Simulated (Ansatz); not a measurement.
Geometry relaxation, with input and output: TiN (part 3 of 3)

The same run, continued: TiN (slab, 24 atoms in the cell); DFT PBE+D3(BJ), scalar-relativistic, plane waves, PAW, no spin polarisation (Ansatz 0.2.0); cutoff 420 eV, 3×3×1 k-mesh, Gaussian smearing of 0.1 eV. The structure derives from an entry of the Crystallography Open Database. The input holds or restrains some coordinates. Forces given for the steps count only the free coordinates. It belongs to a series of runs on one base structure; here: clean slab, lower planes held.

Geometry of the input (Å; fractional positions):
```
5.9476  0.0000  0.0000
0.0000  5.9476  0.0000
0.0000  0.0000  20.2056
Ti 0.2500  0.2500  0.3959
Ti 0.2500  0.7500  0.3959
Ti 0.7500  0.2500  0.3959
Ti 0.7500  0.7500  0.3959
N  0.5000  0.5000  0.3959
N  0.5000  0.0000  0.3959
N  0.0000  0.5000  0.3959
N  0.0000  0.0000  0.3959
Ti 0.5000  0.5000  0.5000
Ti 0.5000  0.0000  0.5000
Ti 0.0000  0.5000  0.5000
Ti 0.0000  0.0000  0.5000
N  0.7500  0.7500  0.5000
N  0.7500  0.2500  0.5000
N  0.2500  0.7500  0.5000
N  0.2500  0.2500  0.5000
Ti 0.7500  0.7500  0.6041
Ti 0.7500  0.2500  0.6041
Ti 0.2500  0.7500  0.6041
Ti 0.2500  0.2500  0.6041
N  0.0000  0.0000  0.6041
N  0.0000  0.5000  0.6041
N  0.5000  0.0000  0.6041
N  0.5000  0.5000  0.6041
```

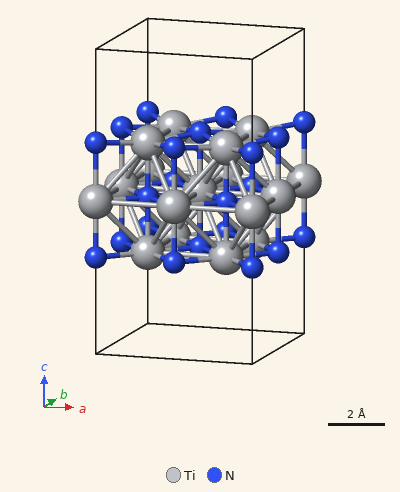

The geometry at step 3 of the log (ball-and-stick view of the cell of the calculation, with the vacuum cut short, seen slightly off an axis).

**Output, continued**
```
  k-point 1: bands = ["-54.2631", "-54.2431", "-54.2245", "-54.2073", "-54.1146", "-54.0920", "-54.0720", "-54.0548", "-53.8632", "-53.8514", "-53.8365", "-53.8182", "-30.7829", "-30.7759", "-30.7452", "-30.7364", "-30.7013", "-30.6921", "-30.6817", "-30.6159", "-30.5946", "-30.5863", "-30.5813", "-30.5727", "-30.5625", "-30.5200", "-30.5133", "-30.4511", "-30.4348", "-30.3868", "-30.3443", "-30.3418", "-30.3080", "-30.2910", "-30.2491", "-30.2429", "-30.2243", "-30.2135", "-30.1954", "-30.1732", "-30.1174", "-30.1137", "-30.0861", "-30.0500", "-30.0444", "-30.0354", "-30.0334", "-30.0331", "-12.9100", "-12.1392", "-12.1362", "-11.8204", "-11.7103", "-11.4894", "-11.2915", "-11.1192", "-10.9798", "-10.8826", "-10.8125", "-10.5672", "-3.7417", "-3.4692", "-3.3318", "-3.1080", "-2.7726", "-2.6221", "-2.4622", "-2.4443", "-2.1135", "-2.0713", "-1.8605", "-1.8115", "-1.7202", "-1.6554", "-1.5911", "-1.3364", "-1.1511", "-1.1292", "-1.0867", "-1.0789", "-1.0015", "-0.9376", "-0.8309", "-0.8200", "-0.7321", "-0.6622", "-0.6356", "-0.6035", "-0.5285", "-0.4405", "-0.2170", "-0.2128", "-0.0213", "0.1868", "0.2926", "0.5764", "2.0532", "2.3743", "2.7331", "3.0720", "3.2787", "3.6210", "3.6940", "3.7655", "3.9388", "4.0082", "4.0682", "4.1037", "4.2179", "4.3028", "4.3309", "4.4475", "4.5178", "4.7429", "4.9334", "5.1131", "5.1607", "5.1881", "5.2086", "5.2673", "5.2859", "5.5417", "5.6001", "5.6079", "5.6778", "5.7872"]
  k-point 2: bands = ["-54.2534", "-54.2342", "-54.2342", "-54.2163", "-54.1040", "-54.0827", "-54.0827", "-54.0642", "-53.8564", "-53.8431", "-53.8431", "-53.8265", "-30.7490", "-30.7490", "-30.7352", "-30.7071", "-30.6586", "-30.6586", "-30.6099", "-30.5969", "-30.5956", "-30.5712", "-30.5712", "-30.5580", "-30.5103", "-30.5103", "-30.4632", "-30.4579", "-30.4510", "-30.4371", "-30.4028", "-30.4028", "-30.3274", "-30.3098", "-30.2939", "-30.2939", "-30.2237", "-30.2188", "-30.1957", "-30.1957", "-30.1188", "-30.1085", "-30.1085", "-30.1008", "-30.0630", "-30.0360", "-30.0360", "-30.0290", "-12.6591", "-12.1215", "-12.1196", "-12.1196", "-11.5215", "-11.2758", "-11.2406", "-11.1537", "-11.1537", "-10.8520", "-10.8165", "-10.8165", "-3.2916", "-3.2916", "-3.0490", "-2.9725", "-2.9725", "-2.5260", "-2.5193", "-2.2422", "-2.2154", "-2.2154", "-2.1217", "-1.6433", "-1.6433", "-1.5505", "-1.5505", "-1.5420", "-1.4024", "-1.3225", "-1.1603", "-1.0105", "-1.0105", "-0.9773", "-0.9175", "-0.9175", "-0.8679", "-0.7465", "-0.5417", "-0.5043", "-0.5043", "-0.3083", "-0.2618", "-0.2618", "-0.2609", "-0.1811", "0.0881", "0.3360", "1.9845", "2.8518", "2.8518", "2.9327", "3.4469", "3.6552", "3.9509", "4.0530", "4.2955", "4.2993", "4.2993", "4.4634", "4.4707", "4.5491", "4.7175", "4.7175", "4.7969", "4.7969", "4.9049", "4.9049", "5.1015", "5.1085", "5.1085", "5.2532", "5.3216", "5.3465", "5.3465", "5.5665", "5.5665", "5.6208"]
--- Relaxed structure (5 steps of the walk, 5 accepted, 0 SCFs on fresh bases) ---
  F+E_penalty+E_count = -34646.95674461 eV   max|allowed force component| = 9.299e-3 eV/Å
  atoms:
    - { symbol: Ti, position: [0.25, 0.25, 0.3959293803000001] }
    - { symbol: Ti, position: [0.25, 0.75, 0.3959293803000001] }
    - { symbol: Ti, position: [0.75, 0.25, 0.3959293803000001] }
    - { symbol: Ti, position: [0.75, 0.75, 0.3959293803000001] }
    - { symbol: N, position: [0.5, 0.5, 0.3959293803000001] }
    - { symbol: N, position: [0.5, 0.0, 0.3959293803000001] }
    - { symbol: N, position: [0.0, 0.5, 0.3959293803000001] }
    - { symbol: N, position: [0.0, 0.0, 0.3959293803000001] }
    - { symbol: Ti, position: [0.5, 0.5, 0.49796276260157624] }
    - { symbol: Ti, position: [0.5, 9.259045327903935e-35, 0.49796276260157624] }
    - { symbol: Ti, position: [-1.3446733084859948e-18, 0.5, 0.49796276260157624] }
    - { symbol: Ti, position: [-1.3446733084859952e-18, 1.6671341177837962e-34, 0.49796276260157624] }
    - { symbol: N, position: [0.75, 0.75, 0.4967295185939806] }
    - { symbol: N, position: [0.75, 0.25, 0.4967295185939806] }
    - { symbol: N, position: [0.25, 0.75, 0.4967295185939806] }
    - { symbol: N, position: [0.25, 0.25, 0.4967295185939806] }
    - { symbol: Ti, position: [0.75, 0.75, 0.5960735995963932] }
    - { symbol: Ti, position: [0.75, 0.25, 0.5960735995963932] }
    - { symbol: Ti, position: [0.25, 0.75, 0.5960735995963932] }
    - { symbol: Ti, position: [0.25, 0.25, 0.5960735995963932] }
    - { symbol: N, position: [9.613047331405695e-19, 3.407632255925301e-34, 0.6055270373601686] }
    - { symbol: N, position: [9.613047331405691e-19, 0.5, 0.6055270373601686] }
    - { symbol: N, position: [0.5, 3.0014422380396243e-34, 0.6055270373601686] }
    - { symbol: N, position: [0.5, 0.5, 0.6055270373601686] }
```

**Trajectory as extended XYZ (Å, eV, eV/Å), 5 frames, from step=1 to step=5**
```
24
Lattice="5.9476 0.0000 0.0000 0.0000 5.9476 0.0000 0.0000 0.0000 20.2056" Properties=species:S:1:pos:R:3:forces:R:3 step=1 energy=-34646.26160
Ti    1.4869    1.4869    8.0000    0.0000   0.0000   1.7466
Ti    1.4869    4.4607    8.0000    0.0000   0.0000   1.7466
Ti    4.4607    1.4869    8.0000    0.0000   0.0000   1.7466
Ti    4.4607    4.4607    8.0000    0.0000   0.0000   1.7466
N     2.9738    2.9738    8.0000    0.0000   0.0000  -1.1482
N     2.9738    0.0000    8.0000    0.0000   0.0000  -1.1482
N     0.0000    2.9738    8.0000    0.0000   0.0000  -1.1482
N     0.0000    0.0000    8.0000    0.0000   0.0000  -1.1482
Ti    2.9738    2.9738   10.1028    0.0000   0.0000   0.0000
Ti    2.9738    0.0000   10.1028    0.0000   0.0000   0.0000
Ti    0.0000    2.9738   10.1028    0.0000   0.0000   0.0000
Ti    0.0000    0.0000   10.1028    0.0000   0.0000   0.0000
N     4.4607    4.4607   10.1028    0.0000   0.0000   0.0000
N     4.4607    1.4869   10.1028    0.0000   0.0000   0.0000
N     1.4869    4.4607   10.1028    0.0000   0.0000   0.0000
N     1.4869    1.4869   10.1028    0.0000   0.0000   0.0000
Ti    4.4607    4.4607   12.2056    0.0000   0.0000  -1.7466
Ti    4.4607    1.4869   12.2056    0.0000   0.0000  -1.7466
Ti    1.4869    4.4607   12.2056    0.0000   0.0000  -1.7466
Ti    1.4869    1.4869   12.2056    0.0000   0.0000  -1.7466
N     0.0000    0.0000   12.2056    0.0000   0.0000   1.1481
N     0.0000    2.9738   12.2056    0.0000   0.0000   1.1481
N     2.9738    0.0000   12.2056    0.0000   0.0000   1.1481
N     2.9738    2.9738   12.2056    0.0000   0.0000   1.1481
24
Lattice="5.9476 0.0000 0.0000 0.0000 5.9476 0.0000 0.0000 0.0000 20.2056" Properties=species:S:1:pos:R:3:forces:R:3 step=2 energy=-34646.86295
Ti    1.4869    1.4869    8.0000    0.0000   0.0000   1.8817
Ti    1.4869    4.4607    8.0000    0.0000   0.0000   1.8817
Ti    4.4607    1.4869    8.0000    0.0000   0.0000   1.8817
Ti    4.4607    4.4607    8.0000    0.0000   0.0000   1.8817
N     2.9738    2.9738    8.0000    0.0000   0.0000  -1.4235
N     2.9738    0.0000    8.0000    0.0000   0.0000  -1.4235
N     0.0000    2.9738    8.0000    0.0000   0.0000  -1.4235
N     0.0000    0.0000    8.0000    0.0000   0.0000  -1.4235
Ti    2.9738    2.9738   10.1019    0.0000   0.0000  -0.4032
Ti    2.9738    0.0000   10.1019    0.0000   0.0000  -0.4032
Ti    0.0000    2.9738   10.1019    0.0000   0.0000  -0.4032
Ti    0.0000    0.0000   10.1019    0.0000   0.0000  -0.4032
N     4.4607    4.4607   10.0603    0.0000   0.0000   0.0946
N     4.4607    1.4869   10.0603    0.0000   0.0000   0.0946
N     1.4869    4.4607   10.0603    0.0000   0.0000   0.0946
N     1.4869    1.4869   10.0603    0.0000   0.0000   0.0946
Ti    4.4607    4.4607   12.0990    0.0000   0.0000  -0.5667
Ti    4.4607    1.4869   12.0990    0.0000   0.0000  -0.5667
Ti    1.4869    4.4607   12.0990    0.0000   0.0000  -0.5667
Ti    1.4869    1.4869   12.0990    0.0000   0.0000  -0.5667
N     0.0000    0.0000   12.2320    0.0000   0.0000   0.4155
N     0.0000    2.9738   12.2320    0.0000   0.0000   0.4155
N     2.9738    0.0000   12.2320    0.0000   0.0000   0.4155
N     2.9738    2.9738   12.2320    0.0000   0.0000   0.4155
24
Lattice="5.9476 0.0000 0.0000 0.0000 5.9476 0.0000 0.0000 0.0000 20.2056" Properties=species:S:1:pos:R:3:forces:R:3 step=3 energy=-34646.95142
Ti    1.4869    1.4869    8.0000    0.0000   0.0000   1.6798
Ti    1.4869    4.4607    8.0000    0.0000   0.0000   1.6798
Ti    4.4607    1.4869    8.0000    0.0000   0.0000   1.6798
Ti    4.4607    4.4607    8.0000    0.0000   0.0000   1.6798
N     2.9738    2.9738    8.0000    0.0000   0.0000  -1.8110
N     2.9738    0.0000    8.0000    0.0000   0.0000  -1.8110
N     0.0000    2.9738    8.0000    0.0000   0.0000  -1.8110
N     0.0000    0.0000    8.0000    0.0000   0.0000  -1.8110
Ti    2.9738    2.9738   10.0576    0.0000   0.0000  -0.0448
Ti    2.9738    0.0000   10.0576    0.0000   0.0000  -0.0448
Ti    0.0000    2.9738   10.0576    0.0000   0.0000  -0.0448
Ti    0.0000    0.0000   10.0576    0.0000   0.0000  -0.0448
N     4.4607    4.4607   10.0257    0.0000   0.0000   0.0321
N     4.4607    1.4869   10.0257    0.0000   0.0000   0.0321
N     1.4869    4.4607   10.0257    0.0000   0.0000   0.0321
N     1.4869    1.4869   10.0257    0.0000   0.0000   0.0321
Ti    4.4607    4.4607   12.0264    0.0000   0.0000   0.1288
Ti    4.4607    1.4869   12.0264    0.0000   0.0000   0.1288
Ti    1.4869    4.4607   12.0264    0.0000   0.0000   0.1288
Ti    1.4869    1.4869   12.0264    0.0000   0.0000   0.1288
N     0.0000    0.0000   12.2225    0.0000   0.0000   0.0151
N     0.0000    2.9738   12.2225    0.0000   0.0000   0.0151
N     2.9738    0.0000   12.2225    0.0000   0.0000   0.0151
N     2.9738    2.9738   12.2225    0.0000   0.0000   0.0151
24
Lattice="5.9476 0.0000 0.0000 0.0000 5.9476 0.0000 0.0000 0.0000 20.2056" Properties=species:S:1:pos:R:3:forces:R:3 step=4 energy=-34646.95648
Ti    1.4869    1.4869    8.0000    0.0000   0.0000   1.7346
Ti    1.4869    4.4607    8.0000    0.0000   0.0000   1.7346
Ti    4.4607    1.4869    8.0000    0.0000   0.0000   1.7346
Ti    4.4607    4.4607    8.0000    0.0000   0.0000   1.7346
N     2.9738    2.9738    8.0000    0.0000   0.0000  -1.7318
N     2.9738    0.0000    8.0000    0.0000   0.0000  -1.7318
N     0.0000    2.9738    8.0000    0.0000   0.0000  -1.7318
N     0.0000    0.0000    8.0000    0.0000   0.0000  -1.7318
Ti    2.9738    2.9738   10.0631    0.0000   0.0000  -0.0274
Ti    2.9738    0.0000   10.0631    0.0000   0.0000  -0.0274
Ti    0.0000    2.9738   10.0631    0.0000   0.0000  -0.0274
Ti    0.0000    0.0000   10.0631    0.0000   0.0000  -0.0274
N     4.4607    4.4607   10.0351    0.0000   0.0000   0.0343
N     4.4607    1.4869   10.0351    0.0000   0.0000   0.0343
N     1.4869    4.4607   10.0351    0.0000   0.0000   0.0343
N     1.4869    1.4869   10.0351    0.0000   0.0000   0.0343
Ti    4.4607    4.4607   12.0437    0.0000   0.0000   0.0006
Ti    4.4607    1.4869   12.0437    0.0000   0.0000   0.0006
Ti    1.4869    4.4607   12.0437    0.0000   0.0000   0.0006
Ti    1.4869    1.4869   12.0437    0.0000   0.0000   0.0006
N     0.0000    0.0000   12.2361    0.0000   0.0000  -0.0102
N     0.0000    2.9738   12.2361    0.0000   0.0000  -0.0102
N     2.9738    0.0000   12.2361    0.0000   0.0000  -0.0102
N     2.9738    2.9738   12.2361    0.0000   0.0000  -0.0102
24
Lattice="5.9476 0.0000 0.0000 0.0000 5.9476 0.0000 0.0000 0.0000 20.2056" Properties=species:S:1:pos:R:3:forces:R:3 step=5 energy=-34646.95675
Ti    1.4869    1.4869    8.0000    0.0000   0.0000   1.7318
Ti    1.4869    4.4607    8.0000    0.0000   0.0000   1.7318
Ti    4.4607    1.4869    8.0000    0.0000   0.0000   1.7318
Ti    4.4607    4.4607    8.0000    0.0000   0.0000   1.7318
N     2.9738    2.9738    8.0000    0.0000   0.0000  -1.7333
N     2.9738    0.0000    8.0000    0.0000   0.0000  -1.7333
N     0.0000    2.9738    8.0000    0.0000   0.0000  -1.7333
N     0.0000    0.0000    8.0000    0.0000   0.0000  -1.7333
Ti    2.9738    2.9738   10.0616    0.0000   0.0000  -0.0041
Ti    2.9738    0.0000   10.0616    0.0000   0.0000  -0.0041
Ti    0.0000    2.9738   10.0616    0.0000   0.0000  -0.0041
Ti    0.0000    0.0000   10.0616    0.0000   0.0000  -0.0041
N     4.4607    4.4607   10.0367    0.0000   0.0000   0.0093
N     4.4607    1.4869   10.0367    0.0000   0.0000   0.0093
N     1.4869    4.4607   10.0367    0.0000   0.0000   0.0093
N     1.4869    1.4869   10.0367    0.0000   0.0000   0.0093
Ti    4.4607    4.4607   12.0440    0.0000   0.0000  -0.0015
Ti    4.4607    1.4869   12.0440    0.0000   0.0000  -0.0015
Ti    1.4869    4.4607   12.0440    0.0000   0.0000  -0.0015
Ti    1.4869    1.4869   12.0440    0.0000   0.0000  -0.0015
N     0.0000    0.0000   12.2351    0.0000   0.0000  -0.0022
N     0.0000    2.9738   12.2351    0.0000   0.0000  -0.0022
N     2.9738    0.0000   12.2351    0.0000   0.0000  -0.0022
N     2.9738    2.9738   12.2351    0.0000   0.0000  -0.0022
```

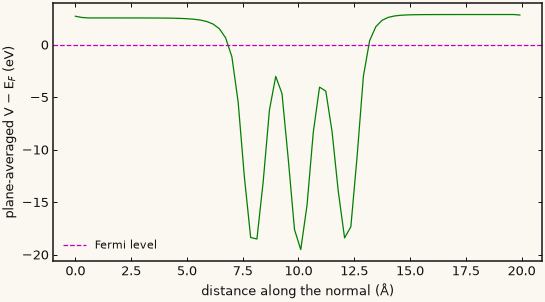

Plane average of the electrostatic potential energy of an electron across the cell, from the Fermi level. The vacuum level lies 2.88 eV above the Fermi level on the upper side and 2.56 eV on the lower.

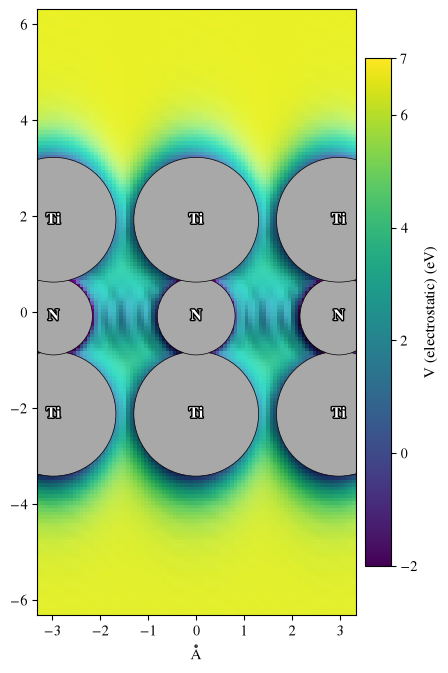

Electrostatic potential energy of an electron on the (100) plane of the calculation cell, a cut from vacuum to vacuum. Grey discs, where drawn, cover atomic cores. The fields are those of the smooth PAW valence density.

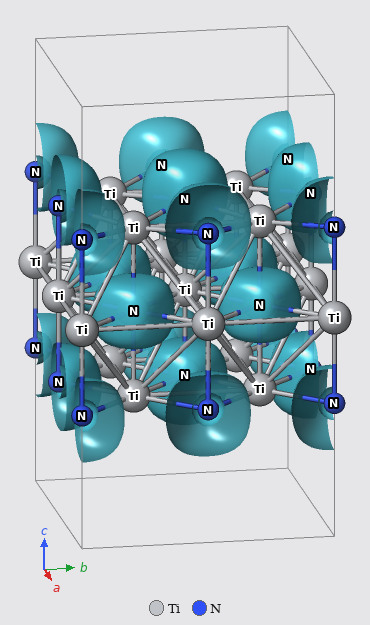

Isosurface of the electron localisation function at 0.6 (cyan), seen slightly off an axis. Core shells and regions of very low density are left out. Sticks mark near contacts. Profiles from the grid: Ti–N (2.01 Å): the ELF is about 0.20 at the midpoint. Ti–Ti (2.89 Å): the ELF is about 0.20 at the midpoint.

**Key numbers**

| quantity | value |
| --- | --- |
| outcome | converged under the restraints of the input |
| electrons treated | 204 |
| free energy | −34646.9567 eV |
| work function, top face | 2.88 eV |
| work function, bottom face | 2.56 eV |
| Fermi energy | 3.671 eV |
| gap on the k-point mesh | 0.04 eV |
| final volume | 714.76 Å³ |
| work function (upper face) | 2.88 eV |
| largest force (length of the vector) at the end, held atoms and coordinates included | 1.733 eV/Å |
| wall time | 29 s (CPU time 3.7 min) |
| peak memory | 1.5 GiB |

**Notes**

The program warns: the exchange-correlation potential is rough where the density is thin.
